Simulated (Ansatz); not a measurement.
# Does disorder add resistance in series? Pt(111) layers with 25 % Os

Two lengths of the disordered region are known. What area resistance does the third give?

**Method.** Ansatz 0.2.0, plane waves with PAW datasets at their recommended cutoffs (420 eV for most), Fermi-Dirac smearing; ballistic transmission by layer matching. The area resistance is RA = A (h/2e²)(1/T − 1/N), with T the zone-mean transmission per spin and N the lead's channels, both averaged over a few energies near the Fermi level; for magnets each spin is taken apart, with h/e², and the two conduct in parallel. Lateral cell 2x2, PBE, a fresh random draw for each length.

Results; the value marked ? is to be predicted:

| length (Å) | channels N | RA (fΩ m²) |
| --- | --- | --- |
| 9.06 | 6.740 | 0.644 |
| 18.1 | 6.793 | 1.05 |
| 27.2 | 6.713 | ? |

**Fit on the rows shown.**

Ohm's law makes RA linear in the length: the slope is (1.05 − 0.644)/(18.1 − 9.06) = 0.0449 fΩ m² per Å, or 45 µΩ cm. Then 1.05 + 0.0449 × 9.06. Predicted: 1.46 fΩ m².

**The withheld run.**

1.42 fΩ m², so the prediction is 2.9 % too high. The three lengths together give 43 µΩ cm. The two increments are 0.41 and 0.37 fΩ m², roughly as Ohm's law has it, though with one draw for each length that is a weak test.

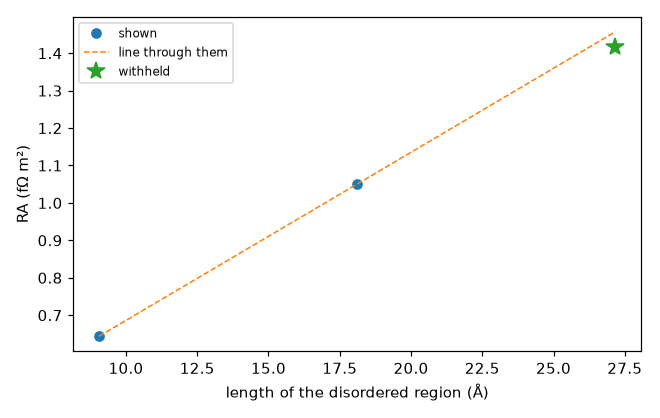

Area resistance against length.

Caveats: The scatterers repeat sideways with the small cell. The slope is a raw one; a model of isotropic scattering puts it 1.01 times the bulk value over these lengths. Atoms sit unrelaxed on the host's lattice, and the pair may not mix at random in practice. Spin-orbit coupling is left out, which matters for Os and Pt.
